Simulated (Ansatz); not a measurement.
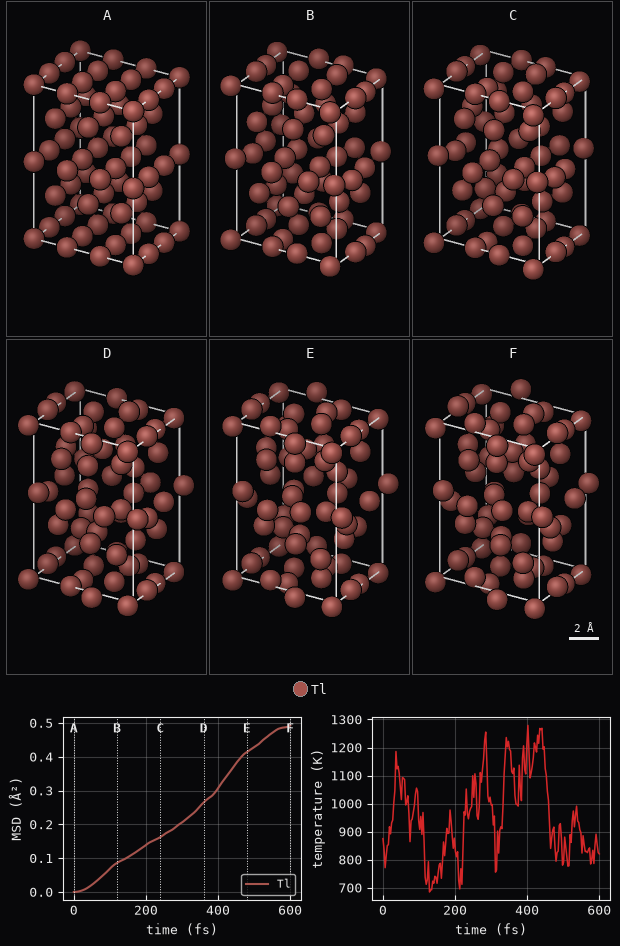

A Born-Oppenheimer molecular dynamics run of a 36-atom cell of Tl, 600 fs long. The cell was cut from the hcp crystal. Frames (A at 0 fs, B at 120 fs, C at 240 fs, D at 360 fs, E at 480 fs, F at 600 fs) and the history of the run. A spheres-only model of the simulation cell, seen slightly off an axis.

Level of theory: DFT PBEsol, scalar-relativistic, plane waves, PAW in Ansatz 0.2.0. Run with plane-wave cutoff 420 eV; k-point mesh 1 × 1 × 1; Fermi-Dirac smearing 0.1 eV; low-accuracy preset; Langevin thermostat (NVT); set temperature 900 K; time step 3 fs; friction 0.02 per fs.

The input:
```yaml
accuracy: low
crystal:
  lattice:
    - [10.38, 0.0, 0.0]
    - [-5.19, 8.989344, 0.0]
    - [0.0, 0.0, 11.06508]
  atoms:
    - { symbol: Tl, position: [0.0, 0.0, 0.0] }
    - { symbol: Tl, position: [0.1111111, 0.2222222, 0.25] }
    - { symbol: Tl, position: [0.0, 0.0, 0.5] }
    - { symbol: Tl, position: [0.1111111, 0.2222222, 0.75] }
    - { symbol: Tl, position: [0.0, 0.3333333, 0.0] }
    - { symbol: Tl, position: [0.1111111, 0.5555556, 0.25] }
    - { symbol: Tl, position: [0.0, 0.3333333, 0.5] }
    - { symbol: Tl, position: [0.1111111, 0.5555556, 0.75] }
    - { symbol: Tl, position: [0.0, 0.6666667, 0.0] }
    - { symbol: Tl, position: [0.1111111, 0.8888889, 0.25] }
    - { symbol: Tl, position: [0.0, 0.6666667, 0.5] }
    - { symbol: Tl, position: [0.1111111, 0.8888889, 0.75] }
    - { symbol: Tl, position: [0.3333333, 0.0, 0.0] }
    - { symbol: Tl, position: [0.4444444, 0.2222222, 0.25] }
    - { symbol: Tl, position: [0.3333333, 0.0, 0.5] }
    - { symbol: Tl, position: [0.4444444, 0.2222222, 0.75] }
    - { symbol: Tl, position: [0.3333333, 0.3333333, 0.0] }
    - { symbol: Tl, position: [0.4444444, 0.5555556, 0.25] }
    - { symbol: Tl, position: [0.3333333, 0.3333333, 0.5] }
    - { symbol: Tl, position: [0.4444444, 0.5555556, 0.75] }
    - { symbol: Tl, position: [0.3333333, 0.6666667, 0.0] }
    - { symbol: Tl, position: [0.4444444, 0.8888889, 0.25] }
    - { symbol: Tl, position: [0.3333333, 0.6666667, 0.5] }
    - { symbol: Tl, position: [0.4444444, 0.8888889, 0.75] }
    - { symbol: Tl, position: [0.6666667, 0.0, 0.0] }
    - { symbol: Tl, position: [0.7777778, 0.2222222, 0.25] }
    - { symbol: Tl, position: [0.6666667, 0.0, 0.5] }
    - { symbol: Tl, position: [0.7777778, 0.2222222, 0.75] }
    - { symbol: Tl, position: [0.6666667, 0.3333333, 0.0] }
    - { symbol: Tl, position: [0.7777778, 0.5555556, 0.25] }
    - { symbol: Tl, position: [0.6666667, 0.3333333, 0.5] }
    - { symbol: Tl, position: [0.7777778, 0.5555556, 0.75] }
    - { symbol: Tl, position: [0.6666667, 0.6666667, 0.0] }
    - { symbol: Tl, position: [0.7777778, 0.8888889, 0.25] }
    - { symbol: Tl, position: [0.6666667, 0.6666667, 0.5] }
    - { symbol: Tl, position: [0.7777778, 0.8888889, 0.75] }
basis:
  ecutwfc: 420.0
kpoints:
  mp_grid: { grid: [1, 1, 1] }
hamiltonian:
  xc: pbesol
scf:
  occupations: { method: fermi_dirac, width: 0.1 }
  lower_state_search: "off"
md:
  timestep: 3
  n_steps: 200
  ensemble: nvt_langevin
  temperature: 900.0
  initial_velocities: maxwell_boltzmann
  seed: 189909
  friction: 0.02
```

Run as
```bash
ansatz run input.yaml --threads 4 --pin off --max-ram 10240MiB --backend cpu --events-out ev --progress --plain --runs-dir out
```

### Describe the run.

Root-mean-square distances from the starting positions over the second half, with the common drift of all atoms taken out: Tl 0.60 Å. The potential energy sinks well below that of the force-free first frame, so the starting arrangement isn't stable at these settings: the atoms shift into a lower-energy one. With so coarse a k-point mesh for this cell that can be an artefact of the sampling. The mean temperature in the second half is 986 K (standard deviation 154 K). The potential energy is still drifting at the end, so the run hasn't reached equilibrium. The potential energy in the second half lies on average 59.3 meV per atom below the first frame.

Limits of the set-up: the k-point mesh is coarse for a cell with partly filled bands; the program's low-accuracy preset was used.
